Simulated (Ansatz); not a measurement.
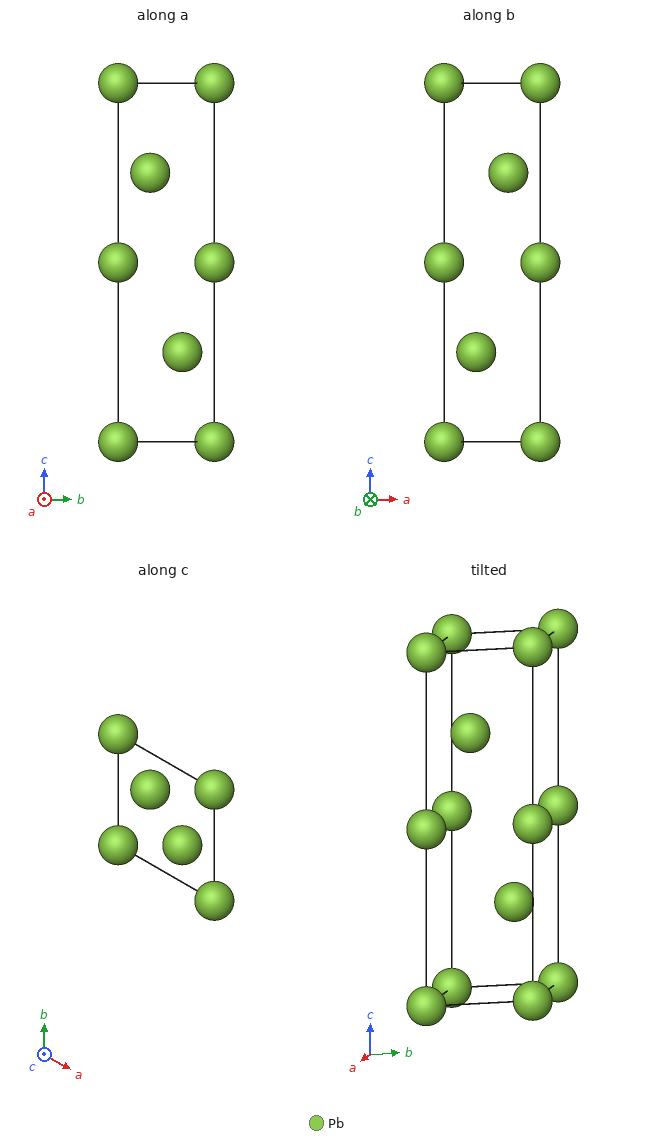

Shown here is a spheres-only view of the crystal, taken along the a axis, along the b axis, along the c axis and slightly off an axis. The edges of the conventional unit cell are marked.

Lattice parameters: a = 3.715 Å, b = 3.715 Å, c = 12.003 Å, α = 90.00°, β = 90.00°, γ = 120.00°. Put a along x and b in the xy plane.

**Transcribe the picture into a POSCAR file.**

```
Pb
1.0
     3.715    0.000    0.000
    -1.858    3.217    0.000
     0.000    0.000   12.003
Pb
4
Direct
  0.0000 0.0000 0.0000
  0.0000 0.0000 0.5000
  0.3333 0.6667 0.2500
  0.6667 0.3333 0.7500
```

Its origin is a structure type filled with this element by a generator (whether the element takes this form wasn't checked). Earlier steps of the study may have refined or changed the cell and positions. Ansatz was used for an electronic-structure calculation on it.
